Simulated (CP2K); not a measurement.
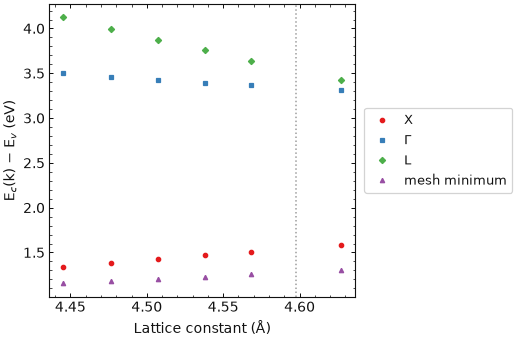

Lowest conduction level at each named k point, counted from the valence-band top at Γ, and the lowest one over the whole k mesh (the mesh minimum, which lies off these points). One run is left out (dotted line).

System: zincblende BP, space group F-43m (No. 216), 2 atoms in the primitive cell. The cell is scaled uniformly. Method: PBEsol, POTENTIAL_UZH P GTH-PBE-q5, B GTH-PBE-q3; TZVP-MOLOPT-PBE-GTH basis, no spin polarisation, no spin-orbit coupling, 10×10×10 k mesh, Fermi-Dirac smearing of 0.05 eV (CP2K 2026.2).

```csv
cell,X (eV),Γ (eV),L (eV),mesh minimum (eV)
a = 4.445 Å,1.33,3.50,4.13,1.15
a = 4.477 Å,1.38,3.46,4.00,1.18
a = 4.508 Å,1.43,3.43,3.88,1.21
a = 4.538 Å,1.47,3.40,3.76,1.23
a = 4.568 Å,1.51,3.37,3.64,1.25
a = 4.627 Å,1.59,3.31,3.42,1.30
```

Question: Estimate the values at a = 4.598 Å.

Answer: Fits through the other points against the logarithm of the volume give 1.55 eV at X, 3.34 eV at Γ, 3.53 eV at L and 1.28 eV at the mesh minimum (straight lines). The run itself gives 1.55, 3.34, 3.53 and 1.28 eV, within 0.01 eV of the estimates.

Question: What are the deformation potentials dE/d ln V?

Answer: Straight lines against ln V have slopes of +2.1 eV at X, −1.6 eV at Γ, −5.9 eV at L and +1.2 eV at the mesh minimum.

The potentials were made for another functional. The basis of atomic orbitals isn't converged, which shifts gaps and empty levels. LDA, GGA and most meta-GGA functionals understate gaps.
